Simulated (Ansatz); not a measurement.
## Sr₈Ti₈O₂₃ (charge +2): single-point calculation (part 2 of 2)

Sr₈Ti₈O₂₃ (defect cell, 39 atoms in the cell, total charge +2); DFT, HSE06, PAW, plane waves (Ansatz 0.2.0); cutoff 420 eV, 1×1×1 k-mesh, Fermi–Dirac smearing of 0.01 eV. 

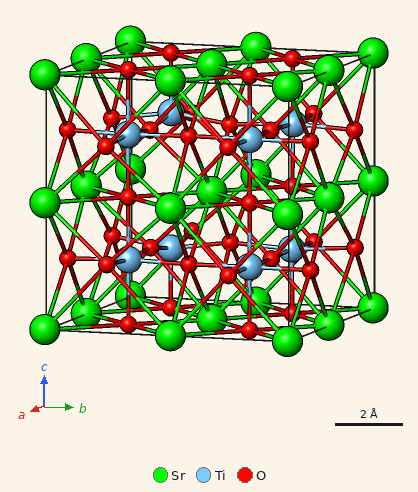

**Figure 1.** The structure (ball-and-stick view of the cell of the calculation, seen slightly off an axis).

## Output, continued
```
--- Forces (eV/Å), atoms counted from 1 ---
  atom   1  Sr     0.01269423     0.01117446    -0.00251484
  atom   2  Sr    -0.00045575     0.00020489     0.01230536
  atom   3  Sr     0.00682516    -0.00719489    -0.00039449
  atom   4  Sr     0.00200831    -0.00158445     0.00023104
  atom   5  Sr    -0.00650344     0.00758214    -0.00013845
  atom   6  Sr    -0.00062210     0.00068264     0.00074095
  atom   7  Sr    -0.01279798    -0.01238318     0.00267013
  atom   8  Sr     0.00062287     0.00166166    -0.01298358
  atom   9  Ti    -0.01679094    -0.01750124    -0.18827938
  atom  10  Ti     0.01559993     0.01500153     0.18993159
  atom  11  Ti    -0.00160099     0.00581092     0.05831386
  atom  12  Ti    -0.00035299    -0.00593110    -0.06290736
  atom  13  Ti     0.00478257    -0.00041373     0.05854609
  atom  14  Ti    -0.00764388     0.00011217    -0.06220318
  atom  15  Ti    -0.00455397    -0.00507235     0.01041652
  atom  16  Ti     0.00316965     0.00351260    -0.01157137
  atom  17  O     -0.00236133     0.00111919     0.00061892
  atom  18  O     -0.00163422    -0.00158047     0.00637462
  atom  19  O     -0.00156707    -0.00052045     0.00671462
  atom  20  O      0.00105743     0.00052996    -0.00202705
  atom  21  O     -0.00035087     0.00138454    -0.00011172
  atom  22  O     -0.00196405     0.00128882     0.00108615
  atom  23  O     -0.00047250     0.00109112     0.00275797
  atom  24  O      0.16553732    -0.02633205    -0.04827668
  atom  25  O      0.08963878     0.01883166     0.03500742
  atom  26  O      0.03762452    -0.01433428    -0.00347857
  atom  27  O      0.00927965     0.01220448    -0.00326879
  atom  28  O     -0.08906966    -0.01956198    -0.03699473
  atom  29  O     -0.16760151     0.02286482     0.05328833
  atom  30  O     -0.00474363    -0.01465453     0.00221134
  atom  31  O     -0.02996723     0.01171912    -0.00301865
  atom  32  O     -0.02358200     0.16771688    -0.05410904
  atom  33  O      0.01870864     0.09158622     0.03593299
  atom  34  O     -0.01888112    -0.08754076    -0.03627654
  atom  35  O      0.02573161    -0.16425855     0.04778596
  atom  36  O     -0.01385910     0.03531841     0.00185428
  atom  37  O      0.01399665     0.00700755    -0.00285328
  atom  38  O     -0.01303696    -0.00584043     0.00284392
  atom  39  O      0.01313765    -0.03370084     0.00177523
  max |Σ_I F_I| component: 1.70e-6 eV/Å
--- Charged-cell corrections in eV (Makov–Payne, q = +2.000 e, ε = 300.000) ---
  F (periodic)     = -61504.040228  (uncorrected; the corrections below are reported, never added to it)
  E_corr1          = +0.034997  (monopole, q²α_M/2εL)
  F Makov-Payne    = -61504.005231  (F + E_corr1; no measured alignment; for a localised charge, not one spread in a band: unchecked)
--- Band table (eV) ---
  k-point 0: bands = ["-51.8134", "-51.8109", "-51.7473", "-51.7471", "-51.7450", "-51.7447", "-51.6179", "-51.6154", "-26.7453", "-26.6503", "-26.4542", "-26.4531", "-26.4456", "-26.4446", "-26.4201", "-26.4174", "-26.3964", "-26.3926", "-26.3875", "-26.3859", "-26.3674", "-26.3666", "-26.3658", "-26.3630", "-26.3566", "-26.3557", "-26.3191", "-26.2757", "-26.2711", "-26.2671", "-26.2635", "-26.2611", "-25.4674", "-25.4498", "-25.4475", "-25.4364", "-25.1622", "-25.1471", "-25.1386", "-25.1263",
      "-10.5597", "-10.1215", "-10.0259", "-9.9923", "-9.8393", "-9.6023", "-9.5596", "-9.4240", "-9.1624", "-9.1051", "-9.0894", "-9.0362", "-9.0216", "-8.9999", "-8.9755", "-8.9629", "-8.9266", "-8.9014", "-8.8894", "-8.8881", "-8.8570", "-8.7936", "-8.7514", "-6.3835", "-6.3521", "-6.2733", "-6.2308", "-6.2253", "-6.1724", "-6.1444", "-6.1362", "-6.1225", "-6.0917", "-6.0204", "-5.9817", "-5.9474", "-5.9383", "-5.9021", "-5.8792", "-5.8548",
      "-5.8368", "-5.7647", "-5.7402", "-5.7251", "-5.6582", "-5.6212", "-5.6067", "3.9203", "4.1933", "4.2101", "4.2526", "4.3039", "4.3774", "4.4041", "4.4685", "4.4727", "4.5865", "4.6244", "4.6575", "4.6890", "4.7040", "4.7607", "4.7930", "4.9756", "5.0994", "5.2123", "5.4130", "5.4331", "5.4658", "5.5190", "5.5377", "5.6598", "5.6905", "5.7406", "5.7607", "5.7932", "5.8078", "5.8086", "5.8817", "5.9333",
      "5.9727", "6.0142", "6.0983", "6.1879", "6.2053", "6.3449", "6.5180", "6.5602", "6.6823", "6.9895", "6.9947", "7.1535", "7.1974", "7.4053", "7.4076", "7.5075", "7.5788", "7.6057", "7.6142", "7.6452", "7.6708", "7.6710", "7.7142", "7.7302", "7.7559", "7.8261", "7.8563", "7.9646", "8.0487", "8.1300", "8.1340", "8.3009", "8.5711", "8.5781", "8.6753", "8.7184", "12.8499", "12.9770", "12.9950", "13.0775",
      "13.1004", "13.1408", "13.1785", "13.7476", "13.8667", "14.1572", "14.2187", "14.2512", "14.2603", "14.2999", "14.3326", "14.3371", "14.3492", "14.3574", "14.4145", "14.7168", "14.7697", "14.7834", "14.9054", "14.9281", "14.9378", "15.4322", "15.6658", "15.6746", "15.6957", "15.7250", "16.0510", "16.4162", "16.4958", "16.7871", "16.8454", "17.0467", "17.4843", "17.4893", "17.5589"]
--- Löwdin populations: 39 sites ---
  site symbol       q [e]
     0     Sr      8.2500
     1     Sr      8.2560
     2     Sr      8.2511
     3     Sr      8.2569
     4     Sr      8.2511
     5     Sr      8.2569
     6     Sr      8.2500
     7     Sr      8.2560
     8     Ti     10.6170
     9     Ti     10.6170
    10     Ti     10.5686
    11     Ti     10.5687
    12     Ti     10.5687
    13     Ti     10.5686
    14     Ti     10.5987
    15     Ti     10.5986
    16      O      6.7544
    17      O      6.9446
    18      O      6.8701
    19      O      6.9446
    20      O      6.8702
    21      O      6.9352
    22      O      6.9374
    23      O      6.9146
    24      O      6.9069
    25      O      6.9253
    26      O      6.9203
    27      O      6.9067
    28      O      6.9145
    29      O      6.9201
    30      O      6.9257
    31      O      6.9143
    32      O      6.9067
    33      O      6.9068
    34      O      6.9147
    35      O      6.9254
    36      O      6.9202
    37      O      6.9203
    38      O      6.9256
  spilling = 0.007506 (of n_electrons = 312.000000)
```

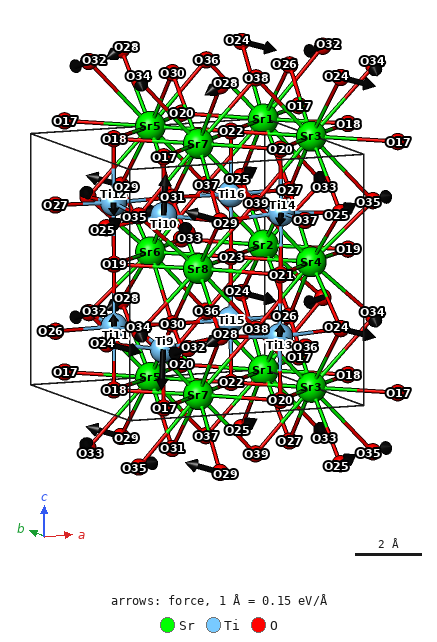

**Figure 2.** Forces on the atoms as black arrows (ball-and-stick view of the cell of the calculation, seen slightly off an axis; bonded neighbours outside the cell are drawn too; atoms are numbered from 1 in the order of the input); the smallest are left out. The largest act on Ti9, Ti10 (0.19 eV/Å); O29, O32 (0.18 eV/Å); O24, O35 (0.17 eV/Å); O25, O28, O33, O34 (0.10 eV/Å), among others. 

The run was set up as follows.

## Input
```yaml
crystal:
  lattice:
    - [7.782821, 0.000000, 0.000000]
    - [0.000000, 7.782821, 0.000000]
    - [0.000000, 0.000000, 7.782821]
  atoms:
    - { symbol: Sr, position: [0.990790, 0.990738, 0.999531] }
    - { symbol: Sr, position: [0.991346, 0.991284, 0.497273] }
    - { symbol: Sr, position: [0.991383, 0.508282, 0.999612] }
    - { symbol: Sr, position: [0.991158, 0.508529, 0.499620] }
    - { symbol: Sr, position: [0.508452, 0.991160, 0.999598] }
    - { symbol: Sr, position: [0.508511, 0.991188, 0.499614] }
    - { symbol: Sr, position: [0.509026, 0.508898, 0.999666] }
    - { symbol: Sr, position: [0.508448, 0.508382, 0.501993] }
    - { symbol: Ti, position: [0.248589, 0.248201, 0.233334] }
    - { symbol: Ti, position: [0.251562, 0.251162, 0.766082] }
    - { symbol: Ti, position: [0.249550, 0.746115, 0.253122] }
    - { symbol: Ti, position: [0.250002, 0.753308, 0.745368] }
    - { symbol: Ti, position: [0.746350, 0.249591, 0.253597] }
    - { symbol: Ti, position: [0.753555, 0.250033, 0.745846] }
    - { symbol: Ti, position: [0.748966, 0.749028, 0.249219] }
    - { symbol: Ti, position: [0.750572, 0.750620, 0.750030] }
    - { symbol: O, position: [0.250793, 0.249266, 0.999720] }
    - { symbol: O, position: [0.249837, 0.750244, 0.000025] }
    - { symbol: O, position: [0.250345, 0.749562, 0.499911] }
    - { symbol: O, position: [0.749466, 0.250038, 0.999621] }
    - { symbol: O, position: [0.750461, 0.249629, 0.499634] }
    - { symbol: O, position: [0.750312, 0.749639, 0.999737] }
    - { symbol: O, position: [0.749831, 0.749978, 0.499747] }
    - { symbol: O, position: [0.008754, 0.252674, 0.269258] }
    - { symbol: O, position: [0.004879, 0.247362, 0.732320] }
    - { symbol: O, position: [0.001357, 0.751141, 0.248415] }
    - { symbol: O, position: [0.999572, 0.748739, 0.751584] }
    - { symbol: O, position: [0.495062, 0.252276, 0.267984] }
    - { symbol: O, position: [0.491165, 0.247502, 0.728840] }
    - { symbol: O, position: [0.500483, 0.751358, 0.247614] }
    - { symbol: O, position: [0.498667, 0.748484, 0.751861] }
    - { symbol: O, position: [0.252413, 0.008727, 0.270553] }
    - { symbol: O, position: [0.247638, 0.004822, 0.731678] }
    - { symbol: O, position: [0.252511, 0.495005, 0.267353] }
    - { symbol: O, position: [0.247213, 0.491119, 0.730108] }
    - { symbol: O, position: [0.751408, 0.001212, 0.247732] }
    - { symbol: O, position: [0.748512, 0.999432, 0.751853] }
    - { symbol: O, position: [0.751155, 0.500326, 0.247876] }
    - { symbol: O, position: [0.748751, 0.498541, 0.751189] }
  symmetry: { detect: false }
kpoints:
  mp_grid: { grid: [1, 1, 1], shift: [0.25, 0.25, 0.25] }
hamiltonian:
  xc: hse06
total_charge: 2
scf:
  occupations: { method: fermi_dirac, width: 0.01 }
output:
  forces: true
  eigenvalues: true
  populations: true
  charged_corrections: { epsilon: 300 }
  eigenstates: { kpoints: [[0.25, 0.25, 0.25]], e_range: [-6.0, 6.0], localisation: true }
```

Launched with:
```bash
ansatz run in.yaml --threads 8 --pin off --max-ram 17100MiB --runs-dir r --events-out ev --progress --plain
```

## Key numbers

| quantity | value |
| --- | --- |
| outcome | converged |
| electrons treated | 312 |
| free energy | −61504.0402 eV |
| Fermi energy | 10.784 eV |
| largest force (length of the vector) | 0.191 eV/Å |
| hardware | 8 threads of Arm Neoverse-V2, 18 GiB of memory available, shared host |
| wall time | 79 s (CPU time 9.8 min) |
| peak memory | 2 GiB |

The k-point mesh is coarse for a cell of this size, so the results may not be converged.
